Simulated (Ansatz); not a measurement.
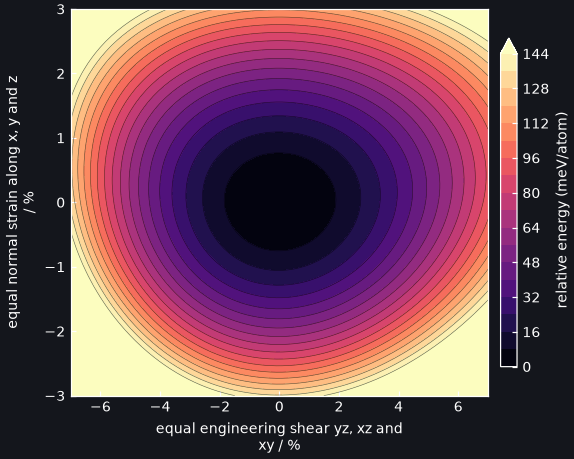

Energy landscape of W (Im-3m, No. 229; 1 atom in the cell). The energy is mapped over two homogeneous strains (x, y and z along the cube axes). The first coordinate is: equal engineering shear yz, xz and xy; the second: equal normal strain along x, y and z. Nothing is relaxed (symmetry fixes all fractional coordinates). The scan uses a 7 × 7 grid. Points are written as (first, second). Energies: meV/atom, counted from the lowest grid point. Method: Ansatz 0.2.0, DFT PBE, scalar-relativistic, plane waves, PAW. Settings: cutoff 420 eV, k-mesh 20×20×20, gaussian smearing 0.15 eV, no spin polarisation.

The picture shows filled contours, one colour for all values above the top of the scale. Between grid points the surface is interpolated. 

Question: What does the map say about the system?

Answer: The lowest grid point is at (0.00 %, 0 %). No other kind of well shows on this grid. The highest grid point, (−7.00 %, −3 %), lies 324 meV/atom above the lowest. Round the minimum the two coordinates are nearly uncoupled.

Each point was launched as `ansatz run input.yaml --threads 1 --pin off --max-ram 2048MiB --backend cpu --events-out ev --progress --plain --runs-dir out`. Time for the 49 points that were run: 4.7 min on 1 thread of Arm Neoverse V2 (shared host).

PAW datasets: the set soft_1.
